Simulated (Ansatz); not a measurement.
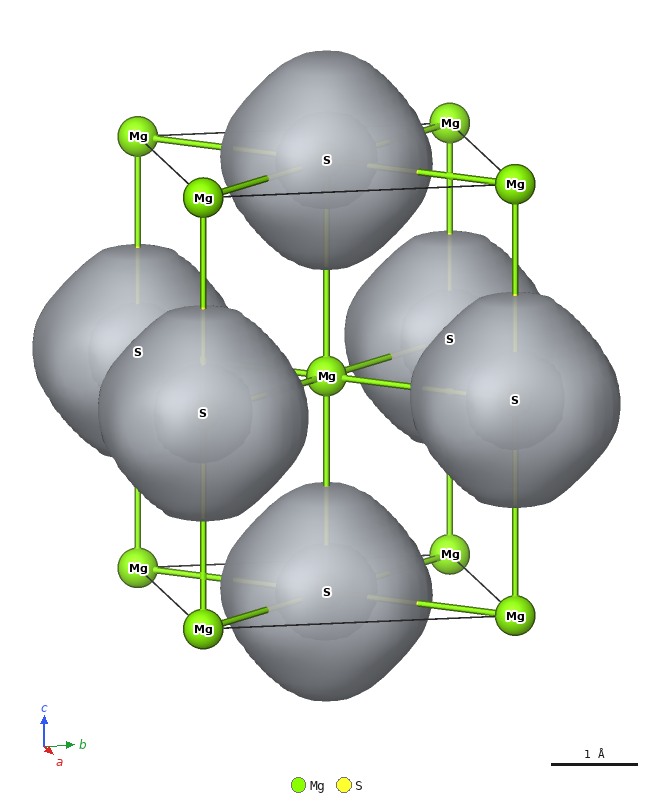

Figure 1: MgS. Isosurface of the ELF at 0.75 (grey), seen slightly off an axis. Only the valence region is drawn (cores and ρ < 0.01 e/Å³ removed). Sticks mark near contacts.

Space group Immm; a structure from a database of computed crystals, not necessarily the ambient phase; changed on purpose from its base cell (uniaxial strain along a, b, c and atoms relaxed: +2.0 %).

These are results of DFT PBEsol, scalar-relativistic, plane waves, PAW in Ansatz, not measurements.

In a PAW calculation such maps are meaningful between the atoms, not at the nuclei.

Input

```
crystal:
  lattice:
    - [2.6427930803, 2.6427930803, 0.0]
    - [-2.5780187401, 2.5780187401, 0.0]
    - [0.0, 0.0, 5.1560374802]
  atoms:
    - { symbol: Mg, position: [0.0, 0.0, 0.0] }
    - { symbol: Mg, position: [0.5, 0.5, 0.5] }
    - { symbol: S, position: [0.5, 0.5, 0.0] }
    - { symbol: S, position: [0.0, 0.0, 0.5] }
basis:
  ecutwfc: 420
kpoints:
  mp_grid: { grid: [6, 6, 6] }
hamiltonian:
  xc: pbesol
scf:
  occupations: { method: gaussian, width: 0.02 }
output:
  forces: true
  stress: true
  eigenvalues: true
  write_density: true
  write_potential: true
  elf: true
  volumetric_format: npy
relax:
  adjacent_minimum: "off"
  f_tol: 0.008
  max_steps: 40
  cell: { stress_tol: 0.015, fix: [a, angles] }
```

Command:

```sh
ansatz run input.yaml --threads 1 --pin off --max-ram 1331MiB --backend cpu --events-out ev --progress --plain --runs-dir out
```

Below, planes, directions and counts refer to the conventional cell (a = 3.65 Å, b = 3.74 Å, c = 5.16 Å, α = 90.00°, β = 90.00°, γ = 90.00°).

The fields are those of the relaxed geometry.

> Describe the localisation domains.

The ELF exceeds this value in two regions wrapped around S (the valence shell of each), counted in one cell of 4 atoms. Regions shared between cells count once.

Values along the shortest contacts:
Mg–S (2.58 Å): the ELF peaks at about 0.90 in the valence shell of S, 0.9 Å from its nucleus, and falls to about 0 next to Mg (an ionic contact with no shared pair).
